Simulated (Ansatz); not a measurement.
```
Cu O
1.0
     4.68930    0.00000    0.00000
     0.00000    3.42680    0.00000
    -0.86055    0.00000    5.05944
Cu O
4 4
Direct
  0.25000 0.24680 0.00000
  0.75000 0.74680 0.00000
  0.25000 0.75320 0.50000
  0.75000 0.25320 0.50000
  0.48850 0.91710 0.25370
  0.98850 0.41710 0.25370
  0.48850 0.08290 0.75370
  0.98850 0.58290 0.75370
```

Space group Cc; not relaxed (largest force 0.9 eV/Å); computed pressure about 8 GPa in this cell; Hubbard U of 4 eV on Cu d only; spin-polarised.

Level of theory: DFT, PBE+U, PAW, plane waves, scalar-relativistic in Ansatz.

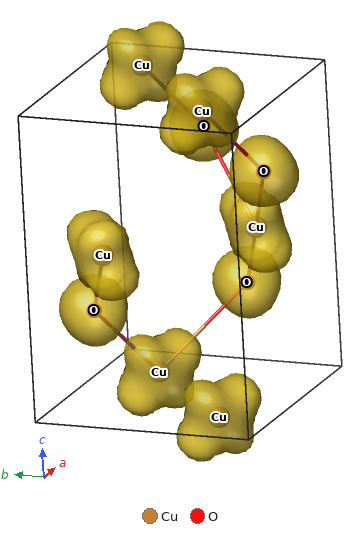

CuO. Isosurface of the spin density (up minus down) at +0.15 e/Å³ (yellow), seen at an oblique angle. Sticks mark near contacts.

In a PAW calculation such maps are meaningful between the atoms, not at the nuclei.

### Where is the spin, and how is it ordered?

The spin density sits on Cu: +0.6 μB (×4) in one cell of 8 atoms, with smaller moments on other sites: O (up to +0.29 μB): parallel main moments (a ferromagnetic arrangement) in this solution. The cell of the calculation (4 atoms) carries 1.8 μB of net spin moment.
